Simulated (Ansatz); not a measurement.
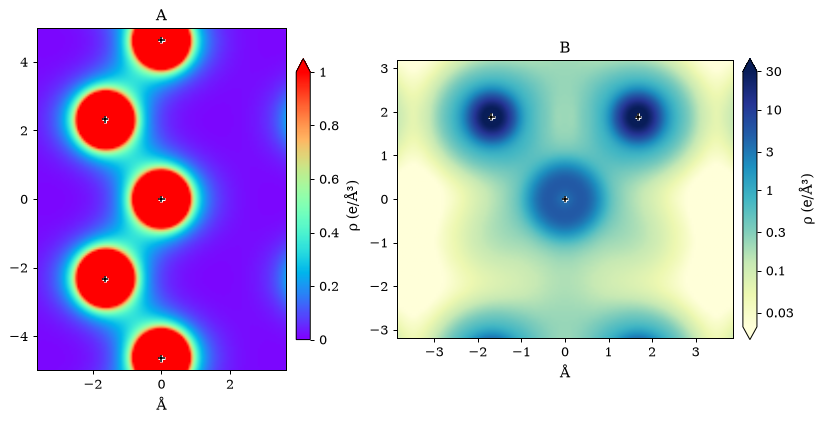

The valence electron density of 2 systems, each on a plane through atoms (crosses mark nuclei in the plane).

Level of theory: Ansatz, DFT PBE+D3(BJ), scalar-relativistic, plane waves, PAW.

System 1: WSe$_{2}$, the (110) plane of the conventional cell. Space group P-6m2; a structure from a database of computed crystals, not necessarily the ambient phase.

System 2: Sn, the (110) plane of the conventional cell. Space group Fd-3m.

```xyz
8
Lattice="6.5736 0.0000 0.0000 0.0000 6.5736 0.0000 0.0000 0.0000 6.5736" Properties=species:S:1:pos:R:3 pbc="T T T"
Sn    0.0000    0.0000    0.0000
Sn    3.2868    3.2868    0.0000
Sn    3.2868    0.0000    3.2868
Sn    0.0000    3.2868    3.2868
Sn    1.6434    1.6434    1.6434
Sn    4.9302    4.9302    1.6434
Sn    4.9302    1.6434    4.9302
Sn    1.6434    4.9302    4.9302
```

Match each panel to its system.

Panel A is system 2, Sn: the plane holds Sn. Sn–Sn (2.85 Å): ρ is about 0.35 e/Å³ halfway. Panel B is system 1, WSe$_{2}$: the plane holds W and Se. W–Se (2.53 Å): ρ is about 0.55 e/Å³ halfway.
